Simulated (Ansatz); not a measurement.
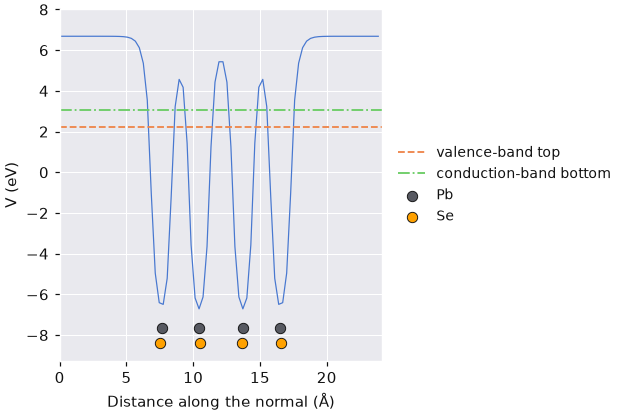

What does the plot show?

Plane-averaged electrostatic potential energy of an electron across the slab; circles at the bottom mark the heights of the atoms. System: a (100) slab cut from PbSe (Fm-3m), ended by PbSe planes, 8 atoms in the cell. Level of theory: DFT PBEsol, scalar-relativistic, plane waves, PAW, no spin polarisation, 8×8×1 k mesh, 420 eV cutoff, Gaussian smearing of 0.05 eV; code Ansatz 0.2.0.

From the vacuum level at the right face the ionisation potential is 4.46 eV and the electron affinity 3.62 eV; the left face gives the same. The slab's gap, their difference before rounding, is 0.85 eV. The two vacuum levels agree, so the slab has no net dipole along its normal. The outermost atoms are 9.1 Å apart, which leaves 15.1 Å of vacuum in a cell 24.2 Å high.

Spin-orbit coupling is left out, which matters for Pb.
